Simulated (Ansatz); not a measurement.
# Geometry relaxation, with input and output: Al (part 2 of 2)

Al (3 atoms in the cell); DFT LDA, scalar-relativistic, plane waves, PAW, no spin polarisation (Ansatz 0.2.0); cutoff 420 eV, 9×9×14 k-mesh, Gaussian smearing of 0.1 eV. The structure derives from a Materials Project entry. It belongs to a series of runs on one base structure; here: film's bulk on the substrate's plane, third vector and atoms relaxed.

Geometry of the input (Å; fractional positions):
```
4.5320  0.0000  0.0000
-2.2660  3.9248  0.0000
-1.5107  0.0000  2.5128
Al 0.3333  0.6667  0.0000
Al 0.0000  0.0000  0.0000
Al 0.6667  0.3333  0.0000
```

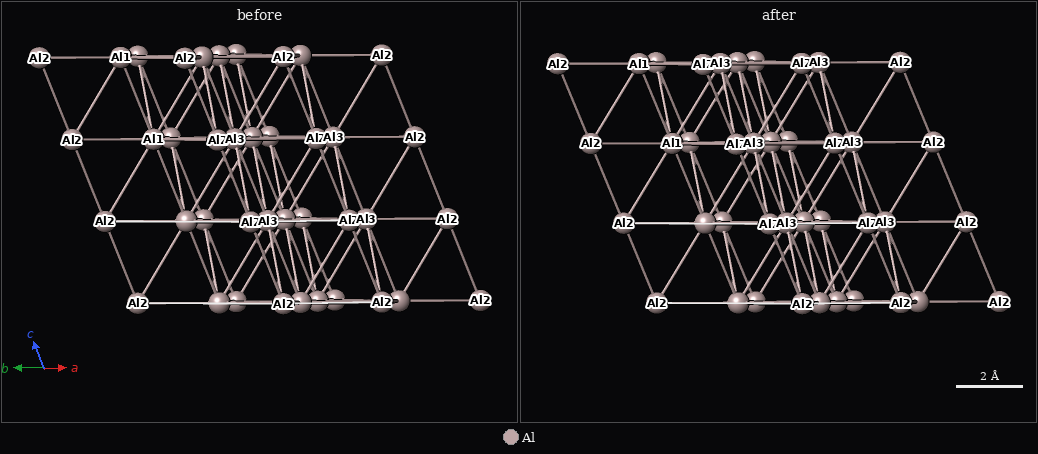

*Before (left) and after (right) the relaxation, at one scale (ball-and-stick view of the cell of the calculation, repeated 2 × 1 × 3, seen at an oblique angle).*

The energy falls by 5.4 meV per atom in 3 geometry steps. All forces vanish by symmetry, so only the cell relaxes. The pressure goes from 9.60 to 11.84 GPa. No atom moves by more than 0.005 Å relative to the cell. The drawn cell changes as follows: a = b stay at 4.532 Å, c 2.932 → 2.883 Å (−1.7 %), α 75.1° → 74.6°, β 121.0° → 122.0°; the volume changes by −2.7 %. Among the contacts that change: Al1–Al2 2.932 → 2.868 Å, Al1–Al1 2.932 → 2.883 Å. The space group (tolerance 0.01 Å) goes from R-3m (No. 166) to C2/m (No. 12). A last SCF at the same geometry on a re-selected plane-wave basis shifts the energy by +0.1 meV per atom. (Atoms are counted from 1 in the order of the input.)

```
basis re-selected at this cell: Δ(F+E_penalty+E_count) = +3.985e-4 eV, ΔP = -0.018 GPa vs the last step (what re-selecting the basis moved, of the pressure what is left beyond the Pulay correction that the steps carried, after the strain that the cell walked since its last selection, with what the two solves' SCF thresholds leave and, on support functions, any second-order correction that the steps lacked; it is no measure of the basis error at this ecutwfc). This SCF's stress stands 3.51e-2 GPa from its target on what of the cell is left free (relax.cell.stress_tol is 1.00e-1 GPa) and its largest allowed force component is 3.98e-24 eV/Å (relax.f_tol is 1.00e-2 eV/Å): within both
SCF converged after 3 iterations
Free energy (F): -1538.338984 eV
Harris-Foulkes:  -1538.338984 eV  (|F-HF|=5.23e-12)
Internal energy: -1538.335117 eV  (E = F + TS)
E sigma→0 (E₀):  -1538.337051 eV
Entropy (-TS):   -0.003867 eV (-1.289 meV/atom)
Fermi energy:    9.085125 eV
--- Per-component energies (eV) ---
  E_band       = 39.080928
  E_kinetic    = 75.233865
  E_local      = 32.562011  (includes V_loc(G=0)·N_el)
  E_nonlocal   = 34.315792
  E_hartree    = 0.595775
  E_xc         = -120.853946
  E_vxc        = -91.424558  (∫ρ·V_xc dr)
  E_paw        = -1330.727191  (= ΣΔE_a)
  E_vpaw       = -12.797720  (= ΣTr[D̂ρ^β])
  E_aug_tail   = -0.000013  (compensation charges beyond the density's cutoff)
  E_ewald      = -229.628561
  E_core_change = 0.167150  (= ΣΔE_core)
  E_smearing   = -0.003867  (= −TS)
  E_closure    = 0.000000  (closes the sum)
  Σ components = -1538.338984   (vs F -1538.338984, Δ=0.00e0)
--- Forces (eV/Å), atoms counted from 1 ---
  atom   1  Al     0.00000000     0.00000000     0.00000000
  atom   2  Al     0.00000000     0.00000000     0.00000000
  atom   3  Al    -0.00000000     0.00000000    -0.00000000
  max |Σ_I F_I| component: 5.98e-24 eV/Å
--- Stress (GPa, compression-positive) ---
       17.573371       0.000000      -0.071998
        0.000000      17.984405       0.000000
       -0.071998       0.000000      -0.033838
  P = ⅓ Tr σ = 11.8413 GPa (118.413 kbar)
--- Band table (eV; the first three rows and the last of 320) ---
  k-point 0: bands = ["-2.8832", "6.2136", "6.2136", "8.1487", "8.1487", "10.2252", "10.2252", "15.7223", "15.7223"]
  k-point 1: bands = ["-2.7576", "6.3029", "6.3029", "7.8023", "7.8023", "10.8167", "10.8167", "14.5367", "14.5367"]
  k-point 2: bands = ["-2.3815", "6.4991", "6.4991", "7.3392", "7.3392", "12.0669", "12.0669", "12.9061", "12.9061"]
  k-point 319: bands = ["-1.3231", "3.2038", "3.2038", "7.8254", "7.8254", "14.3591", "14.3591", "16.6640", "17.7987"]
--- Relaxed structure (4 steps of the walk, 4 accepted, 1 SCFs on fresh bases) ---
  F+E_penalty+E_count = -1538.33898390 eV   max|allowed force component| = 3.984e-24 eV/Å   (the final SCF, on the basis selected at the relaxed cell)
  cell:  # Å, volume = 43.4709 Å³
    - [4.531948245653076, -7.810096345134794e-16, -0.017035609983717774]
    - [-2.265974122826539, 3.9248100381, 0.008517804991858892]
    - [-1.5200949778077375, 2.6415579877682507e-16, 2.449678293395209]
  atoms:
    - { symbol: Al, position: [0.33333333333333326, 0.6666666666666666, 5.160450089657788e-19] }
    - { symbol: Al, position: [1.0948151616456795e-36, 2.8965316453351656e-36, -1.06035198306571e-36] }
    - { symbol: Al, position: [0.6666666666666665, 0.3333333333333333, -4.336808689942018e-19] }
```

**Trajectory as extended XYZ (Å, eV, eV/Å), 5 frames, from step=1 to step=5**
```
3
Lattice="4.5320 0.0000 0.0000 -2.2660 3.9248 0.0000 -1.5107 0.0000 2.5128" Properties=species:S:1:pos:R:3:forces:R:3 step=1 energy=-1538.32304 pressure_GPa=9.60
Al    0.0000    2.6165    0.0000    0.0000   0.0000   0.0000
Al    0.0000    0.0000    0.0000    0.0000   0.0000   0.0000
Al    2.2660    1.3083    0.0000    0.0000   0.0000   0.0000
3
Lattice="4.5320 0.0000 -0.0111 -2.2660 3.9248 0.0055 -1.5168 0.0000 2.4464" Properties=species:S:1:pos:R:3:forces:R:3 step=2 energy=-1538.33931 pressure_GPa=11.91
Al    0.0000    2.6165    0.0000    0.0000   0.0000   0.0000
Al    0.0000    0.0000    0.0000    0.0000   0.0000   0.0000
Al    2.2660    1.3083   -0.0055    0.0000   0.0000   0.0000
3
Lattice="4.5319 0.0000 -0.0192 -2.2660 3.9248 0.0096 -1.5213 0.0000 2.4511" Properties=species:S:1:pos:R:3:forces:R:3 step=3 energy=-1538.33937 pressure_GPa=11.83
Al    0.0000    2.6165    0.0000    0.0000   0.0000   0.0000
Al    0.0000    0.0000    0.0000    0.0000   0.0000   0.0000
Al    2.2660    1.3083   -0.0096    0.0000   0.0000   0.0000
3
Lattice="4.5319 0.0000 -0.0170 -2.2660 3.9248 0.0085 -1.5201 0.0000 2.4497" Properties=species:S:1:pos:R:3:forces:R:3 step=4 energy=-1538.33938 pressure_GPa=11.86
Al    0.0000    2.6165    0.0000    0.0000   0.0000   0.0000
Al    0.0000    0.0000    0.0000    0.0000   0.0000   0.0000
Al    2.2660    1.3083   -0.0085    0.0000   0.0000   0.0000
3
Lattice="4.5319 0.0000 -0.0170 -2.2660 3.9248 0.0085 -1.5201 0.0000 2.4497" Properties=species:S:1:pos:R:3:forces:R:3 step=5 energy=-1538.33898 pressure_GPa=11.84
Al    0.0000    2.6165    0.0000    0.0000   0.0000   0.0000
Al    0.0000    0.0000    0.0000    0.0000   0.0000   0.0000
Al    2.2660    1.3083   -0.0085    0.0000   0.0000   0.0000
```

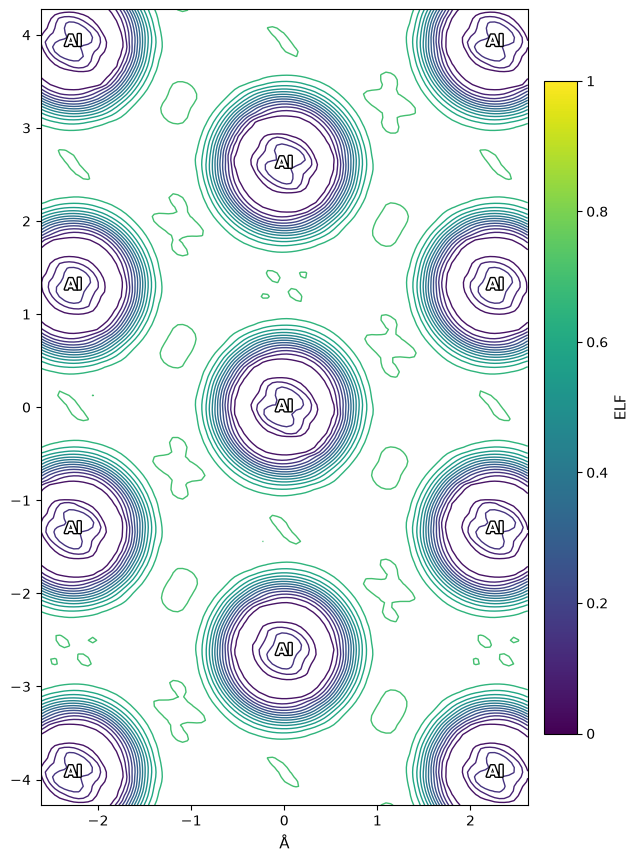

*ELF on the (001) plane of the calculation cell.*

The section cuts through Al sites. Al–Al (2.62 Å): the ELF peaks at about 0.70 between the atoms. In a PAW calculation such maps are meaningful between the atoms, not at the nuclei.

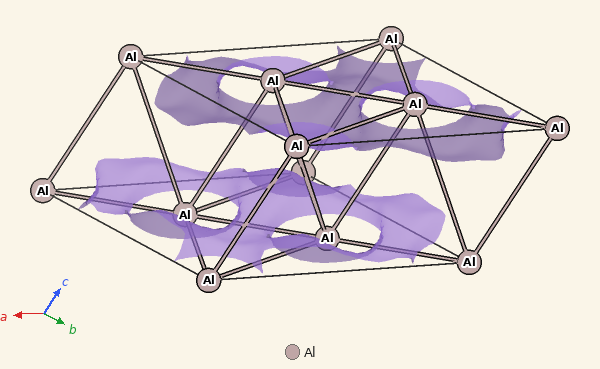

*Isosurface of the ELF at 0.65 (purple), seen at an oblique angle. Core shells and regions of very low density are left out. Sticks mark near contacts. The outline is the calculation cell.*

Values along the shortest contacts: Al–Al (2.62 Å): the ELF peaks at about 0.70 between the atoms.

**Results in brief**

- outcome: converged
- space group (tolerance 0.01 Å): R-3m (166) → C2/m (12)
- electrons treated: 9
- free energy: −1538.3390 eV
- Fermi energy: 9.085 eV
- gap on the k-point mesh: none (metallic)
- pressure: 11.84 GPa
- final volume: 43.47 Å³
- largest force (length of the vector) at the end: under 0.001 eV/Å
- final cell: a = 4.532 Å, b = 4.532 Å, c = 2.883 Å, α = 74.62°, β = 122.04°, γ = 120.00°
- wall time: 11 s (CPU time 37 s)
- peak memory: 0.5 GiB
